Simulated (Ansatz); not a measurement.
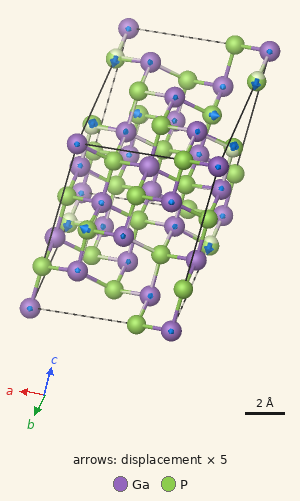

This is a relaxation of a defect cell of composition Ga15P16 (coarse preliminary run). The starting structure is drawn faded, the final one solid; blue arrows show the displacements, magnified 5 times.

Style: ball-and-stick. Shown: the cell of the calculation, from a free direction.

Case: Ga vacancy (site a), charge +0, atoms relaxed at the host's cell.

These are results of DFT PBE, scalar-relativistic, plane waves, PAW (Ansatz), not measurements. (plane-wave cutoff 420 eV; k-point mesh 1 × 1 × 1; occupations gaussian; smearing width 0.01 eV; collinear spin; atoms relaxed in a fixed cell; force threshold 0.025 eV/Å; at most 45 steps)

> Describe the change and its energy.

The largest moves, 0.13 Å, are those of P atoms. By element the largest moves are P 0.13 Å, Ga 0.05 Å. The lattice vectors keep their values. Near-neighbour distances that change, for instance: Ga–P 2.384 → 2.414 Å, Ga–P 2.384 → 2.377 Å. Bond angles that change, for instance: P–Ga–P 109.5° → 113.0°, Ga–P–Ga 109.5° → 106.6°. Over 2 geometry steps the energy falls by 0.129 eV per cell of the calculation. The largest force component goes from 0.16 to 0.018 eV/Å. The run took 22 s on 4 threads of Oxide Virtual Turin-like Processor (Zen 5), on a shared host, peak memory 1 GiB.
